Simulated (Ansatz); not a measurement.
Structure of Mo:

```cif
data_structure
_symmetry_space_group_name_H-M 'R-3m:H'
_symmetry_Int_Tables_number 166
_cell_length_a 5.3617
_cell_length_b 5.3617
_cell_length_c 27.0478
_cell_angle_alpha 90.000
_cell_angle_beta 90.000
_cell_angle_gamma 120.000
_cell_volume 673.39
loop_
_atom_site_label
_atom_site_type_symbol
_atom_site_symmetry_multiplicity
_atom_site_Wyckoff_symbol
_atom_site_fract_x
_atom_site_fract_y
_atom_site_fract_z
_atom_site_occupancy
Mo1 Mo 18 h 0.83004 0.16996 0.21284 1
Mo2 Mo 18 h 0.16770 0.83230 0.04035 1
```

Basis of the simulation: coordinates from a relaxation with DFT r2SCAN, scalar-relativistic, plane waves, PAW (Ansatz); the starting structure was generated, so it need not be a known form of this composition.

Predict radii and indices of the first 5 visible rings (3 % of the strongest or more) for λ = 0.5594 Å and a flat detector at 360 mm.

```csv
ring,radius,2θ (°),d (Å),hkl
1,22.4 mm,3.56,9.02,003
2,44.3 mm,7.01,4.58,101
3,53.0 mm,8.38,3.83,104
4,57.7 mm,9.11,3.52,015
5,68.7 mm,10.81,2.97,107
```

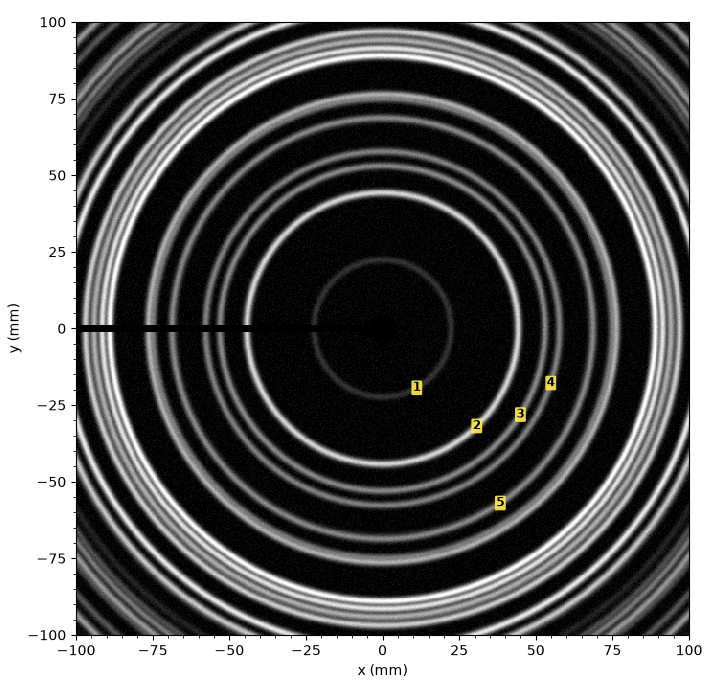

Simulated X-ray powder rings on a flat area detector normal to the beam: λ = 0.5594 Å, sample-to-detector distance 360 mm, axes in mm from the beam centre, for a fine-grained powder without texture. Kinematic intensities with B = 1.0 Å² for all atoms, without absorption; brightness goes as intensity to the power 0.5, clipped at the top, with counting noise. Reflections closer than the ring width show as one ring. The numbers mark the rings of the table.
